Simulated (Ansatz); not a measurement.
# Au: single-point calculation

The run: single-point calculation of Au (P2₁/m, 2 atoms in the cell). Method and program: DFT r2SCAN, scalar-relativistic, plane waves, PAW, no spin polarisation (Ansatz 0.2.0).

The structure derives from an entry of the Crystallography Open Database. It belongs to a series of runs on one base structure; here: atom 1 (Au) moved by (-0.100, +0.000) A along [1 1 0] and z. Figures and captions count atoms from 1; the log counts them from 0 in places.

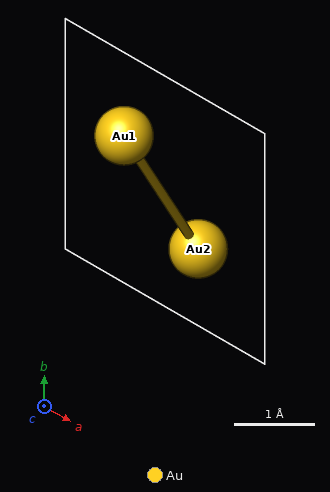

*The structure as given in the input (ball-and-stick view of the cell of the calculation, along the c axis; atoms are numbered from 1 in the order of the input). An atom can appear more than once, as a periodic image.*

**Results in brief**

- outcome: converged
- space group (tolerance 0.01 Å): P2₁/m (11)
- electrons treated: 38
- free energy: −26326.9981 eV
- Fermi energy: 19.345 eV
- gap on the k-point mesh: none (metallic)
- pressure: −1.41 GPa
- largest force (length of the vector): 0.047 eV/Å
- hardware: 1 thread of AMD EPYC (Zen 5), 176 GiB of memory available, shared host
- wall time: 40 s
- peak memory: 1 GiB

**Remarks**

Spin–orbit coupling is left out, which matters for Au.

**Input file**
```yaml
crystal:
  lattice:
    - [2.8999984104, 0.0, 0.0]
    - [-1.4499992052, 2.5114722944, 0.0]
    - [0.0, 0.0, 4.88]
  atoms:
    - { symbol: Au, position: [0.2948727925, 0.6385115967, 0.75] }
    - { symbol: Au, position: [0.6666666667, 0.3333333333, 0.25] }
basis:
  ecutwfc: 500
kpoints:
  mp_grid: { grid: [18, 18, 10] }
hamiltonian:
  xc: r2scan
scf:
  occupations: { method: gaussian, width: 0.15 }
output:
  forces: true
  stress: true
  eigenvalues: true
  write_density: true
  write_potential: true
  elf: true
  volumetric_format: npy
```

Run as:
```bash
ansatz run input.yaml --threads 1 --pin off --max-ram 2560MiB --backend cpu --events-out ev --progress --plain --runs-dir out
```

**Output**
```
Engine: ansatz 0.2.0, x86_64-unknown-linux-gnu
Pseudopotentials: kind: paw
Pseudopotential: Au, paw, valence charge 19, recommended cutoff 500 eV (meta_gga), Au.paw.azcp
Functional definition: r2SCAN
  parameter k0 = 0.174
  parameter k1 = 0.065
  parameter a1 = 4.9479
  exchange = r2scan_x(k0 = k0, k1 = k1, a1 = a1)
  correlation = r2scan_c
Crystal: 2 atoms, lattice volume = 35.542 Å³
Basis set: ecut = 500 eV, 893 PW (Γ), exchange–correlation on 96×96×144 points (64 copies of the dense FFT grid, shifted against one another)
Bands: 23, of which v1, the nominal top of the filled ones, is band 19 counted from 1 (18 counted from 0)
Symmetry: 4 space group operations
Space group: P21/m (ITA 11), of the structure as read, at distance tolerance 3.3e-5 Å
k-points: 984 of 3240
Non-local potential: Au, projectors of the file, l = 0: 3, l = 1: 2, l = 2: 2, l = 3: 1
PAW form: soft (Blöchl's): semilocal exchange-correlation on the pseudo side does not see the compensation charge
PAW frozen core: Au, regenerated for the run's functional (the file was generated under x = pbe(κ = 0.804, μ = 0.2195149727645171), c = pbe(β = 0.06672455060314922))
PAW one-centre angular grid: Au, 590 points (default); XC on 160 Gauss nodes
Initial density: superposition of atomic densities (neutral atoms: chi_scale 0, normalization atom), corrected by the library's trained network
Initial wavefunctions: pseudopotential atomic-orbital guess
Functional: x = r2scan, c = r2scan; τ floored in thin density (d = 2e-4 eV/Å³)
SCF iter   1: F=—  HF=-26327.014143 eV  |F-HF|=—  |Δ(HF+E_count)|=         —  Δρ=1.50e-2  dr2=8.23e-2  dr2_τ=5.76e-3  ethr=1.77e-3  ⟨swp⟩=4.5  Hψ=83990  notcnv=0
preconditioner: auto → Kerker (q_TF=auto, 2.759 Å⁻¹)  [metal: Δε(μ)=0.019 eV  Ē_g=11.321 eV  σ=0.150 eV  W_gap=0.07  n_scr=10 (ndim 8)  ℏωp=29.2 eV  f_vac=0.000  D(μ)=0.69/eV (n_scr^D=2)]
SCF iter   2: F=—  HF=-26326.996982 eV  |F-HF|=—  |Δ(HF+E_count)|=   1.72e-2  Δρ=5.93e-3  dr2=1.19e-2  dr2_τ=2.18e-3  ethr=2.17e-4  ⟨swp⟩=1.7  Hψ=36973  notcnv=0
SCF iter   3: F=—  HF=-26326.997688 eV  |F-HF|=—  |Δ(HF+E_count)|=   7.06e-4  Δρ=2.16e-3  dr2=1.33e-3  dr2_τ=5.82e-5  ethr=3.12e-5  ⟨swp⟩=2.2  Hψ=31196  notcnv=0
SCF iter   4: F=—  HF=-26326.998115 eV  |F-HF|=—  |Δ(HF+E_count)|=   4.27e-4  Δρ=6.35e-4  dr2=9.57e-5  dr2_τ=8.30e-6  ethr=3.50e-6  ⟨swp⟩=2.0  Hψ=41149  notcnv=0
SCF iter   5: F=—  HF=-26326.998145 eV  |F-HF|=—  |Δ(HF+E_count)|=   2.99e-5  Δρ=1.83e-4  dr2=1.43e-5  dr2_τ=7.06e-7  ethr=2.52e-7  ⟨swp⟩=2.2  Hψ=35411  notcnv=0
SCF iter   6: F=—  HF=-26326.998146 eV  |F-HF|=—  |Δ(HF+E_count)|=   3.73e-7  Δρ=3.60e-5  dr2=4.66e-7  dr2_τ=1.09e-8  ethr=3.76e-8  ⟨swp⟩=2.0  Hψ=32811  notcnv=0
SCF iter   7: F=-26326.998146 eV  HF=-26326.998146 eV  |F-HF|=1.20e-8  |Δ(HF+E_count)|=   1.48e-7  Δρ=8.60e-6  dr2=2.71e-8  dr2_τ=3.09e-9  ethr=2.63e-10  ⟨swp⟩=9.6  Hψ=156656  notcnv=0
SCF 1 converged in 7 iterations: F = -26326.998146 eV  dr2 = 2.71e-8
  greatest PAW one-centre occupation: 1.003 electrons in one spin orbital (limit 2), on the Au atom at site 1 (counted from 0), in its partial waves of l = 0
SCF converged after 7 iterations
Free energy (F): -26326.998146 eV
Harris-Foulkes:  -26326.998146 eV  (|F-HF|=1.20e-8)
Internal energy: -26326.989825 eV  (E = F + TS)
E sigma→0 (E₀):  -26326.993985 eV
Entropy (-TS):   -0.008321 eV (-4.161 meV/atom)
Fermi energy:    19.344509 eV
--- Per-component energies (eV) ---
  E_band       = -488.424568
  E_kinetic    = 1210.244337
  E_local      = -3548.028072  (includes V_loc(G=0)·N_el)
  E_nonlocal   = 152.044253
  E_hartree    = 1509.576680
  E_xc         = -435.679608
  E_vxc        = -612.733315  (∫ρ·V_xc dr)
  E_paw        = -19462.652075  (= ΣΔE_a)
  E_vpaw       = -750.938753  (= ΣTr[D̂ρ^β])
  E_aug_tail   = 0.001399  (compensation charges beyond the density's cutoff)
  E_vtau       = 41.823693  (kinetic-family band-sum trace: ∫τ·v_τ [+ j·A + Jᵃ·Aᵃ] dr)
  E_ewald      = -5752.144091
  E_core_change = -0.352647  (= ΣΔE_core)
  E_smearing   = -0.008321  (= −TS)
  E_closure    = -0.000000  (closes the sum)
  Σ components = -26326.998146   (vs F -26326.998146, Δ=0.00e0)
--- Forces (eV/Å), atoms counted from 1 ---
  atom   1  Au     0.03892377     0.02617455     0.00000000
  atom   2  Au    -0.03892377    -0.02617455    -0.00000000
  max |Σ_I F_I| component: 6.94e-18 eV/Å
--- Stress (GPa, compression-positive) ---
       -1.387076       0.153008      -0.000000
        0.153008      -1.650187      -0.000000
       -0.000000      -0.000000      -1.205046
  P = ⅓ Tr σ = -1.4141 GPa (-14.141 kbar)
--- Band table (eV; the first three rows and the last of 984) ---
  k-point 0: bands = ["-88.1293", "-88.1203", "-39.0855", "-38.9381", "-38.9245", "-38.9070", "-38.9056", "-38.9042", "9.7252", "12.0512", "14.4058", "14.6962", "14.7507", "14.9768", "15.0649", "15.5428", "15.8370", "16.8260", "17.1214", "18.5672", "21.8968", "34.6496", "35.6588"]
  k-point 1: bands = ["-88.1291", "-88.1205", "-39.0811", "-38.9375", "-38.9240", "-38.9086", "-38.9077", "-38.9061", "9.8079", "12.0500", "14.3893", "14.6797", "14.7297", "14.9527", "15.0420", "15.6053", "15.8914", "16.8255", "17.0970", "17.9405", "22.6812", "34.4366", "35.7915"]
  k-point 2: bands = ["-88.1284", "-88.1212", "-39.0684", "-38.9359", "-38.9232", "-38.9204", "-38.9099", "-38.9074", "10.0501", "12.0336", "14.3482", "14.6501", "14.6849", "14.8889", "14.9791", "15.7665", "16.0321", "16.8163", "16.8202", "17.0223", "24.2845", "34.0091", "35.7753"]
  k-point 983: bands = ["-88.1167", "-88.1167", "-39.1036", "-39.1036", "-38.9674", "-38.9674", "-38.9547", "-38.9547", "12.4617", "12.4617", "13.4429", "13.4429", "15.7962", "15.7962", "16.7941", "16.7941", "17.4125", "17.4125", "20.0922", "20.0922", "23.2510", "23.2510", "33.0141"]
```

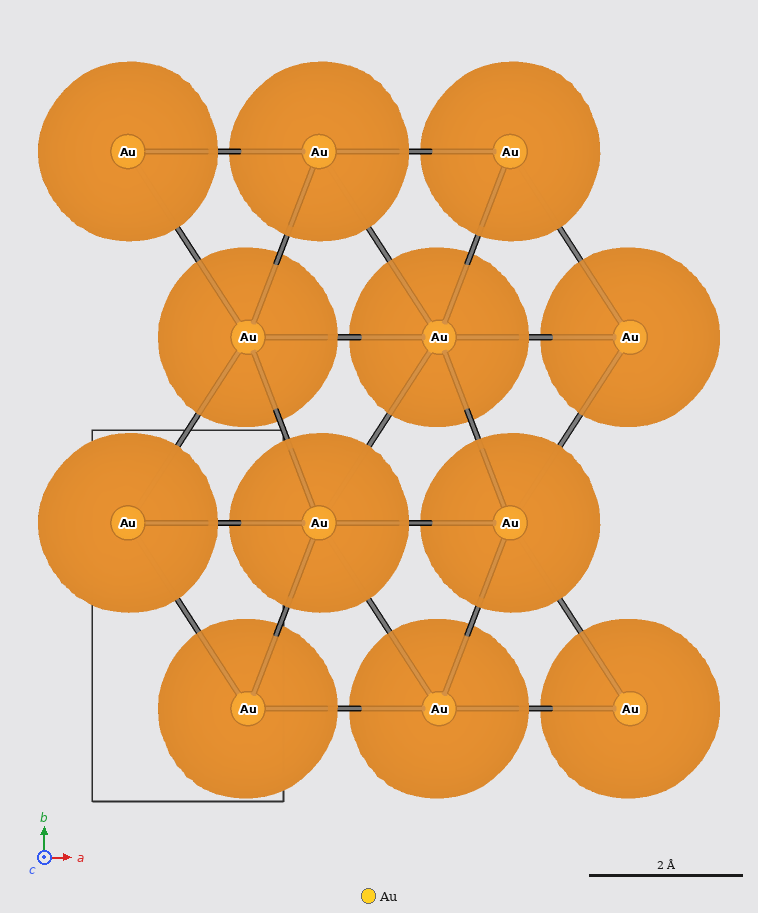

*Isosurface of the valence pseudo-density at 0.4 e/Å³ (orange), seen along the c axis. Sticks mark near contacts. The outline is the cell set on symmetry axes.*

At this value the density breaks into separate islands; it holds about 85 % of the electrons treated as valence (semicore included). It is pinched off along the Au–Au (2.90 Å) and Au–Au (2.98 Å) contacts. On the grid the lowest density along these lines, outside the cores, is 0.26 e/Å³ (Au–Au, 2.90 Å) and 0.24 e/Å³ (Au–Au, 2.98 Å). The fields are those of the smooth PAW valence density.

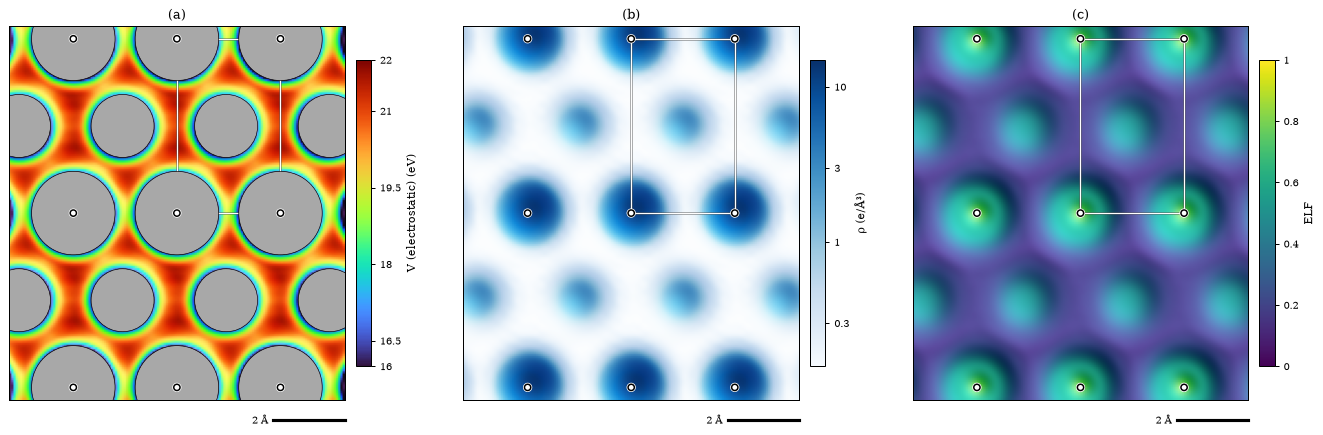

*(a) electrostatic potential energy of an electron; (b) valence charge density (pseudo); (c) electron localisation function on the (001) plane of the conventional cell. Circles mark the nuclei in the plane (Au). Grey discs, where drawn, cover atomic cores.*

The section cuts through Au sites. Au–Au (2.90 Å): ρ is about 0.26 e/Å³ halfway; the ELF is about 0.20 at the midpoint (no localised pair between them). Away from the nuclei the density in this plane falls to 0.16 e/Å³ at its lowest. The strong features right at Au lie inside the PAW spheres (semicore, d or f shells) and say nothing about bonding. Outside the cores the potential energy rises away from the atoms and is highest about 1.8 Å from the nearest atoms; outside the discs it spans about 6 eV, and its zero is arbitrary.

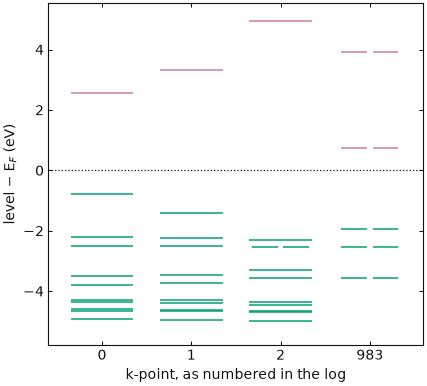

*Kohn–Sham levels near the Fermi level (dotted) at the few k-points that the log prints; levels within 0.02 eV of each other stand side by side.*

The system is metallic on the full mesh.
